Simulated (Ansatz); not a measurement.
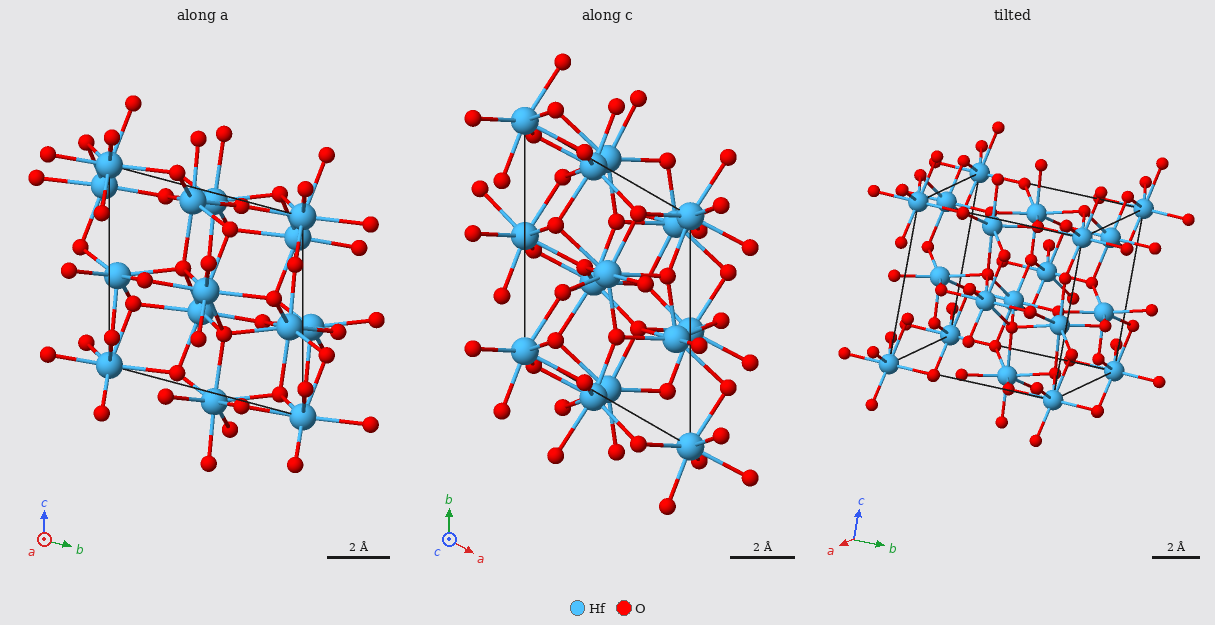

This ball-and-stick model is shown along the a axis, along the c axis and slightly off an axis. The frame is the cell (the run's own, in a reduced setting); atoms at its boundary are shown with their periodic copies. A few atoms beyond the faces are included.

Explain the picture.

It has the composition Hf$_{8}$O$_{15}$. No point symmetry survives, so the space group is P1. Cell content 8 Hf, 15 O; Z = 1. The bonds build a three-dimensional framework.

Provenance: a structure listed in the Materials Project, repeated into a supercell with a point defect put in. Earlier steps of the study may have refined or changed the cell and positions. Ansatz was used for an electronic-structure calculation on it.

At this level of theory the cell isn't at rest (compressed, at 10 GPa and forces up to 1.5 eV/Å), so its distances can differ from those at equilibrium, the more so the softer the solid.
